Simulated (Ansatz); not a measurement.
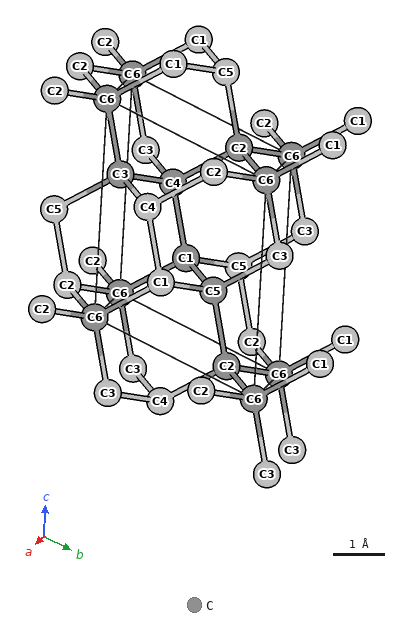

Fig. 1: The input geometry of run A (ball-and-stick view of the cell of the calculation, seen slightly off an axis; neighbours outside the cell are drawn fainter; atoms are numbered from 1 in the order of the input). Near neighbours in the crystal (not all of them lie inside the picture): C has 4 C at 1.55 Å.

**From C to Si**

System: C (Fd-3m, 6 atoms in the cell).
Method of run A: DFT PBE, scalar-relativistic, plane waves, PAW, no spin polarisation (Ansatz 0.2.0).
System of run B: Si (Fd-3m, 6 atoms in the cell).

On run A: The structure derives from a Materials Project entry. On run B: The structure derives from a Materials Project entry. It belongs to a series of runs on one base structure; here: band edges sought over the zone. Text and figures count atoms from 1; the logs count them from 0 in places.

**Input, run A**
```yaml
crystal:
  lattice:
    - [0.0, 1.7858181871, -1.7858181871]
    - [3.5716363742, 0.0, 0.0]
    - [-1.7858181871, -3.5716363742, -1.7858181871]
  atoms:
    - { symbol: C, position: [0.1666666667, 0.4166666667, 0.3333333333] }
    - { symbol: C, position: [0.5, 0.75, 0.0] }
    - { symbol: C, position: [0.8333333333, 0.0833333333, 0.6666666667] }
    - { symbol: C, position: [0.3333333333, 0.3333333333, 0.6666666667] }
    - { symbol: C, position: [0.6666666667, 0.6666666667, 0.3333333333] }
    - { symbol: C, position: [1.0, 0.0, 1.0] }
basis:
  ecutwfc: 420
kpoints:
  mp_grid: { grid: [10, 10, 10] }
  band_path: { path: [VBM, CBM], npoints: 2 }
hamiltonian:
  xc: pbe
scf:
  occupations: { method: gaussian, width: 0.02 }
output:
  forces: true
  stress: true
  eigenvalues: true
checkpoint:
  read: start.run
  write: ck
  compress: false
  write_wavefunctions: false
  write_every: 100000
```

Command:
```bash
ansatz run input.yaml --threads 1 --pin off --max-ram 2560MiB --backend cpu --events-out ev --progress --plain --runs-dir out
```

Hardware: 1 thread of Arm Neoverse N1, 80 GiB of memory available, shared host.

**Output, shortened to warnings, some set-up lines, iterations and results (run A)**
```
Basis set: ecut = 420 eV, 673 PW (Γ), exchange–correlation on 36×48×60 points (8 copies of the dense FFT grid, shifted against one another)
Symmetry: 24 space group operations
k-points: 171 of 1000
Initial density: read from a saved state, or passed on in memory by an earlier SCF of this step, an earlier step, the calling program or the single point that the run made first
[...]
SCF iter   1: F=—  HF=-1504.847179 eV  |F-HF|=—  |Δ(HF+E_count)|=         —  Δρ=1.69e-7  dr2=2.74e-12  ethr=6.85e-9  ⟨swp⟩=4.1  Hψ=24944  notcnv=0
SCF iter   2: F=-1504.847180 eV  HF=-1504.847180 eV  |F-HF|=4.32e-12  |Δ(HF+E_count)|=   9.72e-7  Δρ=2.25e-7  dr2=1.17e-11  ethr=1.00e-12  ⟨swp⟩=5.4  Hψ=10742  notcnv=0
SCF 1 converged in 2 iterations: F = -1504.847180 eV  dr2 = 1.17e-11
NSCF: frozen V_eff on 46 k-points
NSCF: frozen V_eff on 46 k-points
NSCF: frozen V_eff on 46 k-points
NSCF: frozen V_eff on 46 k-points
NSCF: frozen V_eff on 46 k-points
NSCF: frozen V_eff on 3 k-points
NSCF: frozen V_eff on 16 k-points
NSCF: frozen V_eff on 24 k-points
NSCF: frozen V_eff on 14 k-points
NSCF: frozen V_eff on 18 k-points
NSCF: frozen V_eff on 26 k-points
NSCF: frozen V_eff on 16 k-points
NSCF: frozen V_eff on 11 k-points
NSCF: frozen V_eff on 14 k-points
NSCF: frozen V_eff on 12 k-points
NSCF: frozen V_eff on 9 k-points
NSCF: frozen V_eff on 6 k-points
NSCF: frozen V_eff on 4 k-points
NSCF: frozen V_eff on 2 k-points
NSCF: frozen V_eff on 2 k-points
NSCF: frozen V_eff on 2 k-points
NSCF: frozen V_eff on 3 k-points
SCF converged after 2 iterations
Free energy (F): -1504.847180 eV
Harris-Foulkes:  -1504.847180 eV  (|F-HF|=4.32e-12)
Internal energy: -1504.847180 eV  (E = F + TS)
E sigma→0 (E₀):  -1504.847180 eV
Fermi energy:    15.326987 eV
--- Per-component energies (eV) ---
  E_band       = 102.947253
  E_kinetic    = 552.757793
  E_local      = -368.100829  (includes V_loc(G=0)·N_el)
  E_nonlocal   = 159.800025
  E_hartree    = 80.478201
  E_xc         = -292.073334
  E_vxc        = -362.581080  (∫ρ·V_xc dr)
  E_paw        = -595.256065  (= ΣΔE_a)
  E_vpaw       = -39.885053  (= ΣTr[D̂ρ^β])
  E_aug_tail   = 0.000054  (compensation charges beyond the density's cutoff)
  E_ewald      = -1042.453025
  E_smearing   = -0.000000  (= −TS)
  E_closure    = 0.000000  (closes the sum)
  Σ components = -1504.847180   (vs F -1504.847180, Δ=0.00e0)
--- Forces (eV/Å), atoms counted from 1 ---
  atom   1  C      0.00004557    -0.00000000    -0.00000000
  atom   2  C      0.00004557    -0.00000000    -0.00000000
  atom   3  C      0.00004557    -0.00000000    -0.00000000
  atom   4  C     -0.00004557     0.00000000     0.00000000
  atom   5  C     -0.00004557     0.00000000     0.00000000
  atom   6  C     -0.00004557     0.00000000     0.00000000
  max |Σ_I F_I| component: 4.63e-18 eV/Å
--- Stress (GPa, compression-positive) ---
       -0.021266      -0.000000       0.000000
        0.000000      -0.023715       0.000559
        0.000000       0.000559      -0.023715
  P = ⅓ Tr σ = -0.0229 GPa (-0.229 kbar)
```

For run B the input was changed thus:
```diff
-    - [0.0, 1.7858181871, -1.7858181871]
-    - [3.5716363742, 0.0, 0.0]
-    - [-1.7858181871, -3.5716363742, -1.7858181871]
+    - [0.0, 2.7350468289, -2.7350468289]
+    - [5.4700936579, 0.0, 0.0]
+    - [-2.7350468289, -5.4700936579, -2.7350468289]
-    - { symbol: C, position: [0.1666666667, 0.4166666667, 0.3333333333] }
-    - { symbol: C, position: [0.5, 0.75, 0.0] }
-    - { symbol: C, position: [0.8333333333, 0.0833333333, 0.6666666667] }
-    - { symbol: C, position: [0.3333333333, 0.3333333333, 0.6666666667] }
-    - { symbol: C, position: [0.6666666667, 0.6666666667, 0.3333333333] }
-    - { symbol: C, position: [1.0, 0.0, 1.0] }
+    - { symbol: Si, position: [0.1666666667, 0.4166666667, 0.3333333333] }
+    - { symbol: Si, position: [0.5, 0.75, 0.0] }
+    - { symbol: Si, position: [0.8333333333, 0.0833333333, 0.6666666667] }
+    - { symbol: Si, position: [0.3333333333, 0.3333333333, 0.6666666667] }
+    - { symbol: Si, position: [0.6666666667, 0.6666666667, 0.3333333333] }
+    - { symbol: Si, position: [1.0, 0.0, 1.0] }
```

How does run B compare with run A?

The total energies belong to different systems, so their difference says nothing on which is more stable or more accurate. The gap on the mesh goes from 4.17 to 0.62 eV. The volume per atom goes from 5.70 to 20.46 Å³. The plane waves at Γ go from 673 to 2405. On the same kind of shared host run B took about 4 times as long.

**Output, shortened to warnings, some set-up lines, iterations and results (run B)**
```
Basis set: ecut = 420 eV, 2405 PW (Γ), exchange–correlation on 54×80×90 points (8 copies of the dense FFT grid, shifted against one another)
Symmetry: 24 space group operations
k-points: 171 of 1000
Initial density: read from a saved state, or passed on in memory by an earlier SCF of this step, an earlier step, the calling program or the single point that the run made first
[...]
SCF iter   1: F=—  HF=-3814.860723 eV  |F-HF|=—  |Δ(HF+E_count)|=         —  Δρ=2.69e-7  dr2=7.31e-11  ethr=6.76e-8  ⟨swp⟩=3.1  Hψ=28698  notcnv=0
SCF iter   2: F=-3814.860723 eV  HF=-3814.860723 eV  |F-HF|=1.36e-11  |Δ(HF+E_count)|=   1.96e-8  Δρ=1.20e-7  dr2=7.17e-12  ethr=1.00e-12  ⟨swp⟩=6.4  Hψ=13824  notcnv=0
SCF 1 converged in 2 iterations: F = -3814.860723 eV  dr2 = 7.17e-12
NSCF: frozen V_eff on 46 k-points
NSCF: frozen V_eff on 46 k-points
NSCF: frozen V_eff on 46 k-points
NSCF: frozen V_eff on 46 k-points
NSCF: frozen V_eff on 46 k-points
NSCF: frozen V_eff on 1 k-points
NSCF: frozen V_eff on 4 k-points
NSCF: frozen V_eff on 34 k-points
NSCF: frozen V_eff on 28 k-points
NSCF: frozen V_eff on 26 k-points
NSCF: frozen V_eff on 24 k-points
NSCF: frozen V_eff on 34 k-points
NSCF: frozen V_eff on 16 k-points
NSCF: frozen V_eff on 20 k-points
NSCF: frozen V_eff on 8 k-points
NSCF: frozen V_eff on 14 k-points
NSCF: frozen V_eff on 8 k-points
NSCF: frozen V_eff on 6 k-points
NSCF: frozen V_eff on 8 k-points
NSCF: frozen V_eff on 14 k-points
NSCF: frozen V_eff on 8 k-points
NSCF: frozen V_eff on 6 k-points
NSCF: frozen V_eff on 8 k-points
NSCF: frozen V_eff on 14 k-points
NSCF: frozen V_eff on 8 k-points
NSCF: frozen V_eff on 6 k-points
NSCF: frozen V_eff on 8 k-points
NSCF: frozen V_eff on 3 k-points
SCF converged after 2 iterations
Free energy (F): -3814.860723 eV
Harris-Foulkes:  -3814.860723 eV  (|F-HF|=1.36e-11)
Internal energy: -3814.860723 eV  (E = F + TS)
E sigma→0 (E₀):  -3814.860723 eV
Fermi energy:    6.311641 eV
--- Per-component energies (eV) ---
  E_band       = 24.048092
  E_kinetic    = 240.407226
  E_local      = -168.434801  (includes V_loc(G=0)·N_el)
  E_nonlocal   = 155.253289
  E_hartree    = 45.524005
  E_xc         = -330.366611
  E_vxc        = -279.459191  (∫ρ·V_xc dr)
  E_paw        = -3076.585846  (= ΣΔE_a)
  E_vpaw       = -14.766460  (= ΣTr[D̂ρ^β])
  E_aug_tail   = 0.000038  (compensation charges beyond the density's cutoff)
  E_ewald      = -680.658024
  E_smearing   = -0.000000  (= −TS)
  E_closure    = 0.000000  (closes the sum)
  Σ components = -3814.860723   (vs F -3814.860723, Δ=0.00e0)
--- Forces (eV/Å), atoms counted from 1 ---
  atom   1  Si     0.00031594     0.00000000     0.00000000
  atom   2  Si     0.00031594     0.00000000     0.00000000
  atom   3  Si     0.00031594     0.00000000     0.00000000
  atom   4  Si    -0.00031594    -0.00000000    -0.00000000
  atom   5  Si    -0.00031594    -0.00000000    -0.00000000
  atom   6  Si    -0.00031594    -0.00000000    -0.00000000
  max |Σ_I F_I| component: 8.67e-19 eV/Å
--- Stress (GPa, compression-positive) ---
        0.003269      -0.000000      -0.000000
       -0.000000       0.008964      -0.002502
       -0.000000      -0.002502       0.008964
  P = ⅓ Tr σ = 0.0071 GPa (0.071 kbar)
```

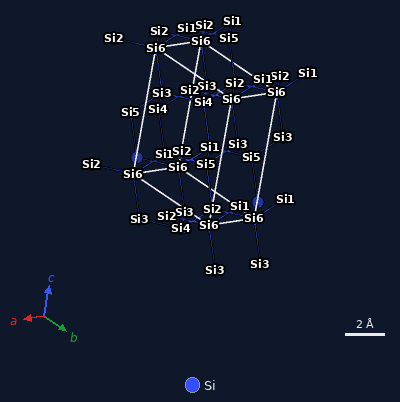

Fig. 2: The input structure of run B (ball-and-stick view of the cell of the calculation, seen at an oblique angle; neighbours outside the cell are drawn fainter; atoms are numbered from 1 in the order of the input).

**The two runs side by side**

| quantity | run A | run B |
| --- | --- | --- |
| outcome | converged | converged |
| free energy per atom (eV) | −250.8079 | −635.8101 |
| gap on the mesh (eV) | 4.17 | 0.62 |
| pressure (GPa) | −0.02 | 0.01 |
| volume per atom (Å³) | 5.70 | 20.46 |
| largest force (eV/Å) | 0.000 | 0.000 |
| irreducible k-points | 171 | 171 |
| plane waves at Γ | 673 | 2405 |
| wall time (shared host) | 17 s | 69 s |
